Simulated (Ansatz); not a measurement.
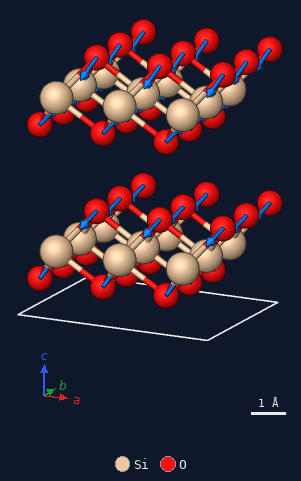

A relaxation of a free-standing layer of SiO2 (a generated structure, set up in Cm) (coarse preliminary run). The starting structure is drawn; blue arrows show the displacements (the part carried along by the change of the cell is left out), magnified 5 times.

Style: ball-and-stick. Shown: the 3 × 3 repeat of the cell, outlined in the plane, without the vacuum, slightly off an axis.

Method: DFT PBE+D3(BJ), scalar-relativistic, plane waves, PAW in Ansatz 0.2.0. Settings: plane-wave cutoff 420 eV; k-point mesh 8 × 8 × 1; occupations gaussian; smearing width 0.1 eV; no spin polarisation; cell and atoms relaxed; force threshold 0.04 eV/Å; at most 70 steps.

### Which element moves most?

Oxygen: up to 0.19 Å, against 0.02 Å for silicon.

### What happened in the run?

The largest move relative to the cell and the layer's centre is that of an O atom, 0.19 Å at 49° to the normal (−c side). By element the largest moves are O 0.19 Å, Si 0.02 Å. In the plane the drawn cell goes a 7.828 → 8.063 Å (+3.0 %), b 8.199 → 8.062 Å (−1.7 %). Near-neighbour distances that change, for instance: O–Si 2.043 → 1.802 Å, O–Si 2.019 → 1.802 Å, O–Si 1.777 → 1.803 Å. Bond angles that change, for instance: O–Si–O 90.8° → 96.4°, Si–O–Si 90.8° → 96.4°, O–Si–O 88.9° → 83.6°. The energy falls by 165 meV per atom in 6 accepted moves (8 points after the start). The largest force component goes from 2.4 to 0.0033 eV/Å. The SCF was repeated twice at an unchanged geometry on a basis and grid sized afresh for the cell, which shifted the energy by 0.5 meV per atom at most. The program noted that it reset the height of the cell.
